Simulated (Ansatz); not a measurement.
Run report: TiAl₃, single-point calculation (part 1 of 2)

TiAl₃ (slab, 20 atoms in the cell), computed with DFT r2SCAN, scalar-relativistic, plane waves, PAW, no spin polarisation (Ansatz 0.2.0).

The structure derives from a Materials Project entry. It belongs to a series of runs on one base structure; here: (1 1 0) slab cut from the bulk. Figures and captions count atoms from 1; the log counts them from 0 in places.

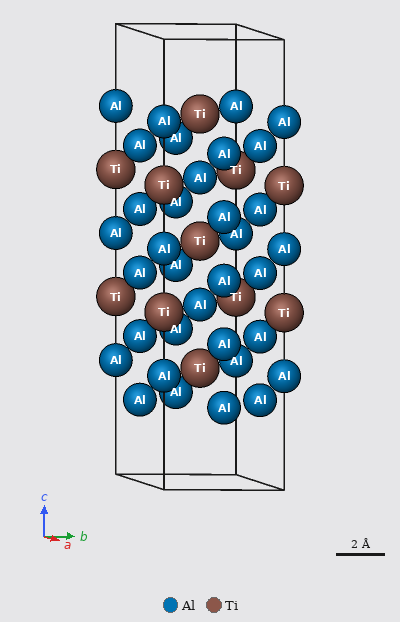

Fig. 1: The structure as given in the input (spheres-only view of the cell of the calculation, with the vacuum cut short, seen slightly off an axis). An atom can appear more than once, as a periodic image.

Input
```yaml
crystal:
  lattice:
    - [5.0642163393, 0.0, 0.0]
    - [2.1767051331, 4.5725531046, 0.0]
    - [0.0, 0.0, 27.1678957498]
  atoms:
    - { symbol: Al, position: [0.5, 0.0, 0.27606113] }
    - { symbol: Al, position: [0.0, 0.5, 0.27606113] }
    - { symbol: Ti, position: [0.5, 0.5, 0.3258253233] }
    - { symbol: Al, position: [0.0, 0.0, 0.3258253233] }
    - { symbol: Al, position: [0.0, 0.5, 0.3755895167] }
    - { symbol: Al, position: [0.5, 0.0, 0.3755895167] }
    - { symbol: Ti, position: [0.0, 0.0, 0.42535371] }
    - { symbol: Al, position: [0.5, 0.5, 0.42535371] }
    - { symbol: Al, position: [0.5, 0.0, 0.4751179033] }
    - { symbol: Al, position: [0.0, 0.5, 0.4751179033] }
    - { symbol: Ti, position: [0.5, 0.5, 0.5248820967] }
    - { symbol: Al, position: [0.0, 0.0, 0.5248820967] }
    - { symbol: Al, position: [0.0, 0.5, 0.57464629] }
    - { symbol: Al, position: [0.5, 0.0, 0.57464629] }
    - { symbol: Ti, position: [0.0, 0.0, 0.6244104833] }
    - { symbol: Al, position: [0.5, 0.5, 0.6244104833] }
    - { symbol: Al, position: [0.5, 0.0, 0.6741746767] }
    - { symbol: Al, position: [0.0, 0.5, 0.6741746767] }
    - { symbol: Ti, position: [0.5, 0.5, 0.72393887] }
    - { symbol: Al, position: [0.0, 0.0, 0.72393887] }
basis:
  ecutwfc: 500
kpoints:
  mp_grid: { grid: [8, 8, 1] }
hamiltonian:
  xc: r2scan
scf:
  occupations: { method: gaussian, width: 0.1 }
output:
  forces: true
  stress: true
  eigenvalues: true
  write_density: true
  write_potential: true
  elf: true
  volumetric_format: npy
efield:
  axis: 3
  dipole_correction: true
  ramp_width: 0.04
```

Launch command:
```bash
ansatz run input.yaml --threads 2 --pin off --max-ram 5120MiB --backend cpu --events-out ev --progress --plain --runs-dir out
```

Log
```
Engine: ansatz 0.2.0, x86_64-unknown-linux-gnu
Pseudopotentials: kind: paw
Pseudopotential: Al, paw, valence charge 3, recommended cutoff 500 eV (meta_gga), Al.paw.azcp
Pseudopotential: Ti, paw, valence charge 12, recommended cutoff 500 eV (meta_gga), Ti.paw.azcp
Functional definition: r2SCAN
  parameter k0 = 0.174
  parameter k1 = 0.065
  parameter a1 = 4.9479
  exchange = r2scan_x(k0 = k0, k1 = k1, a1 = a1)
  correlation = r2scan_c
Crystal: 20 atoms, lattice volume = 629.111 Å³
Basis set: ecut = 500 eV, 15941 PW (Γ), exchange–correlation on 160×160×800 points (64 copies of the dense FFT grid, shifted against one another)
Bands: 73, of which v1, the nominal top of the filled ones, is band 53 counted from 1 (52 counted from 0)
Symmetry: 4 space group operations
Space group: Cmm2 (ITA 35), of the structure as read, at distance tolerance 8.6e-5 Å
k-points: 21 of 64
Non-local potential: Al, projectors of the file, l = 0: 2, l = 1: 2, l = 2: 1
Non-local potential: Ti, projectors of the file, l = 0: 3, l = 1: 2, l = 2: 3, l = 3: 1
PAW form: soft (Blöchl's): semilocal exchange-correlation on the pseudo side does not see the compensation charge
PAW frozen core: Al, regenerated for the run's functional (the file was generated under x = pbe(κ = 0.804, μ = 0.2195149727645171), c = pbe(β = 0.06672455060314922))
PAW frozen core: Ti, regenerated for the run's functional (the file was generated under x = pbe(κ = 0.804, μ = 0.2195149727645171), c = pbe(β = 0.06672455060314922))
PAW one-centre angular grid: Al, 302 points (default); XC on 160 Gauss nodes
PAW one-centre angular grid: Ti, 590 points (default); XC on 160 Gauss nodes
Initial density: superposition of atomic densities (neutral atoms: chi_scale 0, normalization atom), corrected by the library's trained network
Initial wavefunctions: pseudopotential atomic-orbital guess
Functional: x = r2scan, c = r2scan; τ floored in thin density (d = 2e-4 eV/Å³)
SCF iter   1: F=—  HF=-20630.761259 eV  |F-HF|=—  |Δ(HF+E_count)|=         —  Δρ=9.89e-3  dr2=1.09e0  dr2_τ=1.33e-1  ethr=1.77e-3  p=0.071 e·Å  D=2.03e-2 V/Å  ΔV_dip=-0.55 eV  dr2_dipole=1.64e-1  V_vac-E_F(+/−)=3.71/4.26 eV  ⟨swp⟩=11.2  Hψ=8642  notcnv=0
efield: sawtooth ramp at fractional position 0.9800 (placed from the atoms, in the widest stretch of the axis that holds none; the zero of the levels goes with the place), width 0.0400; the density the first Hamiltonian is built on has a dipole p = 0.071 e·Å; the dipole correction subtracts the counter field D = 2.03e-2 V/Å, which shifts the + side's vacuum level by -0.55 eV against the − side's; the planar-averaged density in the ramp window peaks in size at 1.5e-5 e/Å³
preconditioner: auto → LDOS  [metal: Δε(μ)=0.014 eV  Ē_g=5.321 eV  σ=0.100 eV  W_gap=0.08  n_scr=94 (ndim 8)  ℏωp=11.9 eV  f_vac=0.413  D(μ)=12.61/eV (n_scr^D=82)  β→1.0]
SCF iter   2: F=—  HF=-20630.925700 eV  |F-HF|=—  |Δ(HF+E_count)|=   1.64e-1  Δρ=5.20e-3  dr2=2.21e-1  dr2_τ=2.74e-2  ethr=1.04e-3  p=0.037 e·Å  D=1.07e-2 V/Å  ΔV_dip=-0.29 eV  dr2_dipole=2.63e-2  V_vac-E_F(+/−)=3.95/4.24 eV  ⟨swp⟩=3.0  Hψ=3041  notcnv=0  defer=264
SCF iter   3: F=—  HF=-20630.919751 eV  |F-HF|=—  |Δ(HF+E_count)|=   5.95e-3  Δρ=2.20e-3  dr2=5.59e-2  dr2_τ=1.65e-3  ethr=2.10e-4  p=0.032 e·Å  D=9.13e-3 V/Å  ΔV_dip=-0.25 eV  dr2_dipole=1.41e-3  V_vac-E_F(+/−)=3.95/4.20 eV  ⟨swp⟩=2.0  Hψ=2348  notcnv=0  defer=264
SCF iter   4: F=—  HF=-20630.915450 eV  |F-HF|=—  |Δ(HF+E_count)|=   4.30e-3  Δρ=8.85e-4  dr2=7.21e-3  dr2_τ=6.28e-5  ethr=5.32e-5  p=0.027 e·Å  D=7.85e-3 V/Å  ΔV_dip=-0.21 eV  dr2_dipole=8.57e-7  V_vac-E_F(+/−)=4.00/4.22 eV  ⟨swp⟩=2.5  Hψ=1888  notcnv=0  defer=264
SCF iter   5: F=—  HF=-20630.914431 eV  |F-HF|=—  |Δ(HF+E_count)|=   1.02e-3  Δρ=2.38e-4  dr2=5.82e-4  dr2_τ=1.57e-5  ethr=6.86e-6  p=0.024 e·Å  D=6.93e-3 V/Å  ΔV_dip=-0.19 eV  dr2_dipole=1.39e-6  V_vac-E_F(+/−)=4.03/4.22 eV  ⟨swp⟩=2.2  Hψ=1984  notcnv=0  defer=264
SCF iter   6: F=—  HF=-20630.914498 eV  |F-HF|=—  |Δ(HF+E_count)|=   6.62e-5  Δρ=5.69e-5  dr2=4.23e-5  dr2_τ=1.61e-6  ethr=5.55e-7  p=0.022 e·Å  D=6.39e-3 V/Å  ΔV_dip=-0.17 eV  dr2_dipole=9.47e-7  V_vac-E_F(+/−)=4.05/4.22 eV  ⟨swp⟩=2.4  Hψ=2353  notcnv=0  defer=264
SCF iter   7: F=—  HF=-20630.914441 eV  |F-HF|=—  |Δ(HF+E_count)|=   5.67e-5  Δρ=2.38e-5  dr2=9.27e-6  dr2_τ=1.64e-7  ethr=4.03e-8  p=0.022 e·Å  D=6.25e-3 V/Å  ΔV_dip=-0.17 eV  dr2_dipole=6.21e-7  V_vac-E_F(+/−)=4.05/4.22 eV  ⟨swp⟩=2.3  Hψ=2296  notcnv=0  defer=264
SCF iter   8: F=—  HF=-20630.914441 eV  |F-HF|=—  |Δ(HF+E_count)|=   4.16e-7  Δρ=1.03e-5  dr2=1.30e-6  dr2_τ=3.46e-8  ethr=8.83e-9  p=0.021 e·Å  D=6.14e-3 V/Å  ΔV_dip=-0.17 eV  dr2_dipole=5.92e-8  V_vac-E_F(+/−)=4.05/4.22 eV  ⟨swp⟩=2.1  Hψ=1809  notcnv=0  defer=264
SCF iter   9: F=-20630.914441 eV  HF=-20630.914441 eV  |F-HF|=1.46e-8  |Δ(HF+E_count)|=   3.54e-8  Δρ=2.19e-6  dr2=4.25e-8  dr2_τ=1.80e-9  ethr=9.52e-11  p=0.021 e·Å  D=6.12e-3 V/Å  ΔV_dip=-0.17 eV  dr2_dipole=7.86e-12  V_vac-E_F(+/−)=4.06/4.22 eV  ⟨swp⟩=25.3  Hψ=15136  notcnv=0
SCF 1 converged in 9 iterations: F = -20630.914441 eV  dr2 = 4.25e-8
  greatest PAW one-centre occupation: 1.001 electrons in one spin orbital (limit 2), on the Ti atom at site 18 (counted from 0), in its partial waves of l = 1
```

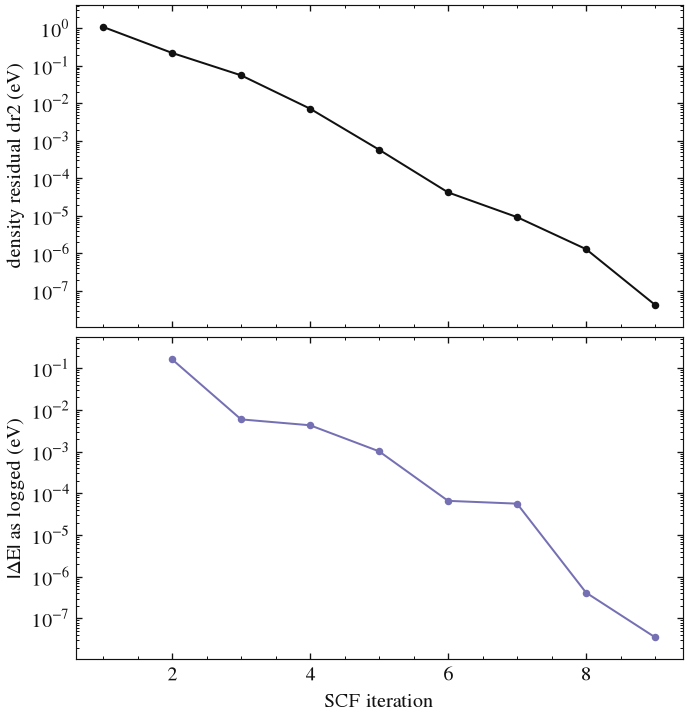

Fig. 2: Convergence of the self-consistent field: density residual dr2 and size of the energy change against the SCF iteration. The residual falls at every step.

```
WARN: The output density's exchange-correlation potential varies sharply where the density is thin. Do not read a vacuum level from v_tot or v_xc, or from such a field of the output density. On a cell that repeats whose density bears no net charge and no dipole along the vacuum's axis use v_es (v_loc + v_h of the components); under efield.dipole_correction with no amplitude use v_es + v_field, which holds any external_charges[].barrier, or the levels of the report's work_function block, which leave it out; under a non-zero efield.amplitude the vacuum is tilted and has no level; on a cell that repeats and bears such a dipole with no correction it is tilted too, and efield.dipole_correction with no amplitude gives each side of its ramp a level where efield: is served; in a cell that repeats whose density bears a net charge (total_charge, or a fill off its count) it is curved and has none; of a slab under crystal.periodic whose density bears no net charge use v_es, which has a level on each side, short of where the two are joined; of another it falls or rises all the way out and has none; of a slab beside external_charges read slab_vacuum_level instead, which it has where they leave it neutral. The grid or the basis barely resolves most such structure, and the values can differ between equally converged runs; as a rule a tighter scf.convergence.dr2_threshold does not remove it. Where the density itself ripples (under the LDA too) a higher basis.ecutwfc lessens it. The files hold the spikes' plane waves up to the density's cutoff. Files: v_tot_of_output_density and the like, and their columns of v_z.tsv (output.write_potential); v_xc_of_output_density and the like, and their columns of v_comp_z.tsv (output.write_potential_components). Measured: with its Gaussian average of σ = 0.25 Å subtracted twice, the exchange-correlation potential is over 0.1 eV at 6545 of the grid points where the equally averaged density (valence and model cores) is under 1e-3 e/Å³, and 1.13 eV at the most among them, at an averaged density of 3.3e-8 e/Å³. The input density's (outcome.potential() and, of a run that writes arrays, v_tot and v_xc) is over 0.1 eV, so measured, at 2389 points of its own thin density, 0.576 eV at the most. See output.write_potential in the manual, Limitations
SCF converged after 9 iterations
Free energy (F): -20630.914441 eV
Harris-Foulkes:  -20630.914441 eV  (|F-HF|=1.46e-8)
Internal energy: -20630.851462 eV  (E = F + TS)
E sigma→0 (E₀):  -20630.882952 eV
Entropy (-TS):   -0.062979 eV (-3.149 meV/atom)
Fermi energy:    2.813260 eV
Dipole field:    D = 0.006120 V/Å  (p = 0.021277 e·Å, saw-weighted, corrected)
Work function:   Φ+ = 4.0556 eV   Φ− = 4.2219 eV
Levels:          The Fermi level and band energies are counted from a zero that moves with the ramp; work functions are not
--- Per-component energies (eV) ---
  E_band       = -1545.372588
  E_kinetic    = 1709.536732
  E_local      = -55287.377057  (includes V_loc(G=0)·N_el)
  E_nonlocal   = 190.332492
  E_hartree    = 26932.221573
  E_xc         = -1013.638912
  E_vxc        = -1127.903945  (∫ρ·V_xc dr)
  E_paw        = -12385.183772  (= ΣΔE_a)
  E_vpaw       = -957.868219  (= ΣTr[D̂ρ^β])
  E_aug_tail   = 0.000455  (compensation charges beyond the density's cutoff)
  E_vtau       = 63.669883  (kinetic-family band-sum trace: ∫τ·v_τ [+ j·A + Jᵃ·Aᵃ] dr)
  E_efield     = 0.000065  (sawtooth field / dipole correction)
  E_vefield    = -0.186032  (∫n·V_field dr)
  E_ewald      = 19225.425868
  E_core_change = -2.168906  (= ΣΔE_core)
  E_smearing   = -0.062979  (= −TS)
  E_closure    = -0.000000  (closes the sum)
  Σ components = -20630.914441   (vs F -20630.914441, Δ=0.00e0)
```
